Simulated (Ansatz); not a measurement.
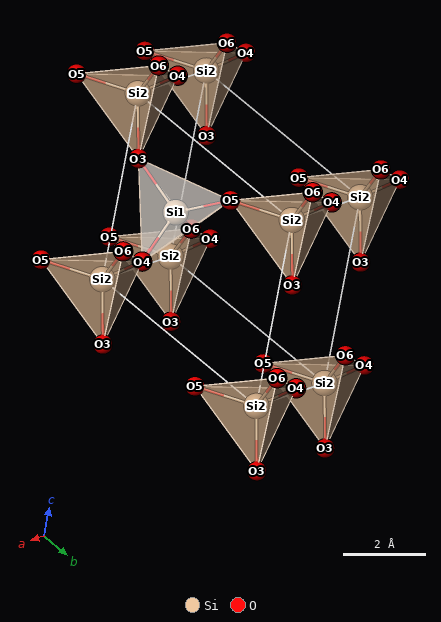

The input geometry of run A (polyhedral view of the cell of the calculation, seen slightly off an axis; polyhedra are completed across the faces of the cell; atoms are numbered from 1 in the order of the input).

**SiO2: a changed input and its effect**

System: SiO2 (I-42d, 6 atoms in the cell).
Method of run A: Kohn-Sham DFT of a periodic cell, PBE, Ansatz PAW, no spin polarisation (Ansatz 0.2.0).

The structure derives from a Materials Project entry. Text and figures count atoms from 1; the logs count them from 0 in places.

## Input file, run A
```yaml
crystal:
  lattice:
    - [-2.4772904627, 2.4772904627, 3.6556712422]
    - [2.4772904627, -2.4772904627, 3.6556712422]
    - [2.4772904627, 2.4772904627, -3.6556712422]
  atoms:
    - { symbol: Si, position: [0.75, 0.25, 0.5] }
    - { symbol: Si, position: [0.0, 0.0, 0.0] }
    - { symbol: O, position: [0.875, 0.02821387, 0.65321387] }
    - { symbol: O, position: [0.77821387, 0.125, 0.15321387] }
    - { symbol: O, position: [0.97178613, 0.625, 0.84678613] }
    - { symbol: O, position: [0.375, 0.22178613, 0.34678613] }
hamiltonian:
  xc: pbe
  pseudopotentials: { kind: paw }
kpoints:
  mp_grid: { grid: [8, 8, 8] }
scf:
  occupations: { method: fermi_dirac, width: 0.05 }
basis:
  ecutwfc: "600 eV"
output:
  forces: true
  stress: true
  eigenvalues: true
```

Command:
```bash
ansatz run input.yaml --threads 2 --pin off --max-ram 5632MiB --backend cpu --events-out ev --progress --plain --runs-dir out
```

Hardware: 2 threads of Arm Neoverse V2, 24 GiB of memory available, shared host.

## Output, shortened to warnings, some set-up lines, iterations and results (run A)
```
Basis set: ecut = 600 eV, 2991 PW (Γ), exchange–correlation on 90×90×90 points (8 copies of the dense FFT grid, shifted against one another)
Symmetry: 8 space group operations
k-points: 59 of 512 (time reversal used)
Initial density: superposition of atomic densities (neutral atoms: chi_scale 0, normalization atom), corrected by the library's trained network
[...]
SCF iter   1: F=—  HF=-3548.195126 eV  |F-HF|=—  |Δ(HF+E_count)|=         —  Δρ=1.17e-3  dr2=2.35e-4  ethr=1.77e-3  ⟨swp⟩=6.9  Hψ=7816  notcnv=0  defer=3
SCF iter   2: F=—  HF=-3548.197244 eV  |F-HF|=—  |Δ(HF+E_count)|=   2.12e-3  Δρ=6.30e-4  dr2=9.63e-5  ethr=7.34e-7  ⟨swp⟩=2.9  Hψ=3122  notcnv=0  defer=20
SCF iter   3: F=—  HF=-3548.197570 eV  |F-HF|=—  |Δ(HF+E_count)|=   3.27e-4  Δρ=2.42e-4  dr2=1.54e-5  ethr=3.01e-7  ⟨swp⟩=2.0  Hψ=1927  notcnv=0
SCF iter   4: F=—  HF=-3548.197615 eV  |F-HF|=—  |Δ(HF+E_count)|=   4.44e-5  Δρ=6.17e-5  dr2=1.91e-6  ethr=4.80e-8  ⟨swp⟩=2.0  Hψ=2146  notcnv=0
SCF iter   5: F=—  HF=-3548.197614 eV  |F-HF|=—  |Δ(HF+E_count)|=   6.20e-7  Δρ=2.43e-5  dr2=2.29e-7  ethr=5.97e-9  ⟨swp⟩=2.0  Hψ=1898  notcnv=0
SCF iter   6: F=-3548.197614 eV  HF=-3548.197614 eV  |F-HF|=8.35e-10  |Δ(HF+E_count)|=   4.30e-8  Δρ=2.14e-6  dr2=1.84e-9  ethr=3.13e-10  ⟨swp⟩=8.3  Hψ=5898  notcnv=0
SCF 1 converged in 6 iterations: F = -3548.197614 eV  dr2 = 1.84e-9
SCF converged after 6 iterations
Free energy (F): -3548.197614 eV
Harris-Foulkes:  -3548.197614 eV  (|F-HF|=8.35e-10)
Internal energy: -3548.197614 eV  (E = F + TS)
E sigma→0 (E₀):  -3548.197614 eV
Fermi energy:    3.838045 eV
--- Per-component energies (eV) ---
  E_band       = -188.679719
  E_kinetic    = 805.598145
  E_local      = -2347.365411  (includes V_loc(G=0)·N_el)
  E_nonlocal   = 241.194325
  E_hartree    = 869.874280
  E_xc         = -408.601548
  E_vxc        = -474.247823  (∫ρ·V_xc dr)
  E_paw        = -1662.892886  (= ΣΔE_a)
  E_vpaw       = -153.609791  (= ΣTr[D̂ρ^β])
  E_aug_tail   = 0.002567  (compensation charges beyond the density's cutoff)
  E_ewald      = -1046.007085
  E_smearing   = -0.000000  (= −TS)
  E_closure    = -0.000000  (closes the sum)
  Σ components = -3548.197614   (vs F -3548.197614, Δ=0.00e0)
--- Forces (eV/Å), atoms counted from 1 ---
  atom   1  Si     0.00000000     0.00000000     0.00000000
  atom   2  Si     0.00000000    -0.00000000    -0.00000000
  atom   3  O     -0.27079769    -0.00000000    -0.00000000
  atom   4  O     -0.00000000    -0.27079769     0.00000000
  atom   5  O     -0.00000000     0.27079769    -0.00000000
  atom   6  O      0.27079769     0.00000000     0.00000000
  max |Σ_I F_I| component: 3.47e-18 eV/Å
--- Stress (GPa, compression-positive) ---
        4.488320       0.000000       0.000000
        0.000000       4.488320       0.000000
        0.000000       0.000000       4.356284
  P = ⅓ Tr σ = 4.4443 GPa (44.443 kbar)
```

For run B the input was changed thus:
```diff
-  mp_grid: { grid: [8, 8, 8] }
+  mp_grid: { grid: [13, 13, 13] }
-basis:
-  ecutwfc: "600 eV"
```

How does run B compare with run A?

The free energy of run B is 3.9 meV per atom higher, the joint effect of these numerical settings, which can't be told apart here. The number of SCF iterations is the same. The irreducible k-points go from 59 to 196. The plane waves at Γ go from 2991 to 1769. On the same kind of shared host run B took about 2.4 times as long.

## Output, shortened to warnings, some set-up lines, iterations and results (run B)
```
Basis set: ecut = 420 eV, 1769 PW (Γ), exchange–correlation on 72×72×72 points (8 copies of the dense FFT grid, shifted against one another)
Symmetry: 8 space group operations
k-points: 196 of 2197 (time reversal used)
Initial density: superposition of atomic densities (neutral atoms: chi_scale 0, normalization atom), corrected by the library's trained network
[...]
SCF iter   1: F=—  HF=-3548.171485 eV  |F-HF|=—  |Δ(HF+E_count)|=         —  Δρ=9.12e-4  dr2=1.76e-4  ethr=1.77e-3  ⟨swp⟩=6.9  Hψ=25937  notcnv=0  defer=13
SCF iter   2: F=—  HF=-3548.173943 eV  |F-HF|=—  |Δ(HF+E_count)|=   2.46e-3  Δρ=5.05e-4  dr2=6.93e-5  ethr=5.50e-7  ⟨swp⟩=3.0  Hψ=10477  notcnv=0  defer=73
SCF iter   3: F=—  HF=-3548.174432 eV  |F-HF|=—  |Δ(HF+E_count)|=   4.89e-4  Δρ=1.77e-4  dr2=1.40e-5  ethr=2.17e-7  ⟨swp⟩=2.0  Hψ=7122  notcnv=0  defer=2
SCF iter   4: F=—  HF=-3548.174465 eV  |F-HF|=—  |Δ(HF+E_count)|=   3.36e-5  Δρ=6.61e-5  dr2=2.33e-6  ethr=4.38e-8  ⟨swp⟩=2.0  Hψ=7122  notcnv=0  defer=2
SCF iter   5: F=—  HF=-3548.174465 eV  |F-HF|=—  |Δ(HF+E_count)|=   5.83e-7  Δρ=2.70e-5  dr2=2.90e-7  ethr=7.28e-9  ⟨swp⟩=2.0  Hψ=6338  notcnv=0  defer=2
SCF iter   6: F=-3548.174465 eV  HF=-3548.174465 eV  |F-HF|=1.39e-9  |Δ(HF+E_count)|=   2.04e-9  Δρ=2.98e-6  dr2=2.91e-9  ethr=3.13e-10  ⟨swp⟩=8.4  Hψ=19623  notcnv=0
SCF 1 converged in 6 iterations: F = -3548.174465 eV  dr2 = 2.91e-9
SCF converged after 6 iterations
Free energy (F): -3548.174465 eV
Harris-Foulkes:  -3548.174465 eV  (|F-HF|=1.39e-9)
Internal energy: -3548.174465 eV  (E = F + TS)
E sigma→0 (E₀):  -3548.174465 eV
Fermi energy:    3.849755 eV
--- Per-component energies (eV) ---
  E_band       = -188.698870
  E_kinetic    = 806.095688
  E_local      = -2347.399802  (includes V_loc(G=0)·N_el)
  E_nonlocal   = 240.758231
  E_hartree    = 869.871209
  E_xc         = -408.731885
  E_vxc        = -474.414939  (∫ρ·V_xc dr)
  E_paw        = -1662.771305  (= ΣΔE_a)
  E_vpaw       = -153.490647  (= ΣTr[D̂ρ^β])
  E_aug_tail   = 0.010485  (compensation charges beyond the density's cutoff)
  E_ewald      = -1046.007085
  E_smearing   = -0.000000  (= −TS)
  E_closure    = -0.000000  (closes the sum)
  Σ components = -3548.174465   (vs F -3548.174465, Δ=0.00e0)
--- Forces (eV/Å), atoms counted from 1 ---
  atom   1  Si    -0.00000000     0.00000000     0.00000000
  atom   2  Si     0.00000000    -0.00000000     0.00000000
  atom   3  O     -0.27065925     0.00000000     0.00000000
  atom   4  O     -0.00000000    -0.27065925     0.00000000
  atom   5  O     -0.00000000     0.27065925    -0.00000000
  atom   6  O      0.27065925    -0.00000000    -0.00000000
  max |Σ_I F_I| component: 5.55e-17 eV/Å
--- Stress (GPa, compression-positive) ---
        4.484717       0.000000       0.000000
        0.000000       4.484717       0.000000
        0.000000       0.000000       4.350231
  P = ⅓ Tr σ = 4.4399 GPa (44.399 kbar)
```

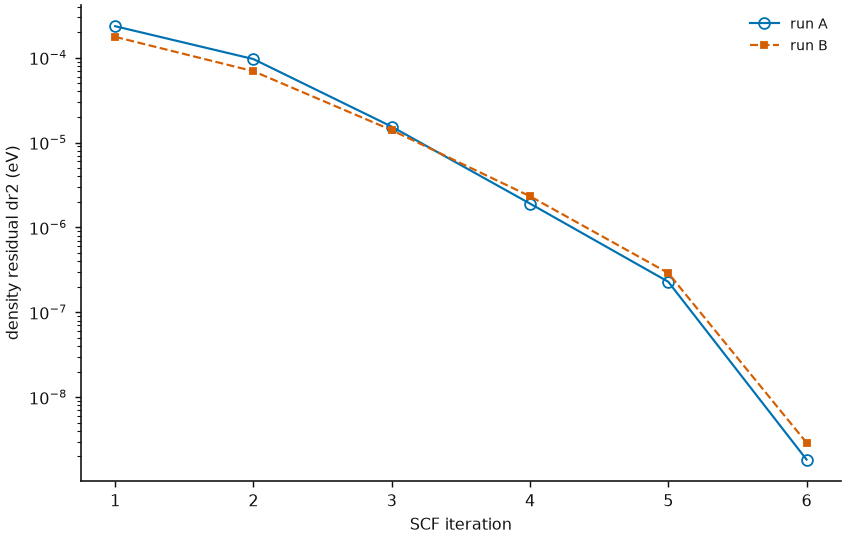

Convergence of the two runs: density residual dr2 against the SCF iteration. Run A takes 6 iterations in all, and run B takes 6.

## The two runs side by side

| quantity | run A | run B |
| --- | --- | --- |
| outcome | converged | converged |
| free energy per atom (eV) | −591.3663 | −591.3624 |
| gap on the mesh (eV) | 5.93 | 5.92 |
| pressure (GPa) | 4.44 | 4.44 |
| largest force (eV/Å) | 0.271 | 0.271 |
| SCF iterations | 6 | 6 |
| irreducible k-points | 59 | 196 |
| plane waves at Γ | 2991 | 1769 |
| wall time (shared host) | 6.4 s | 16 s |
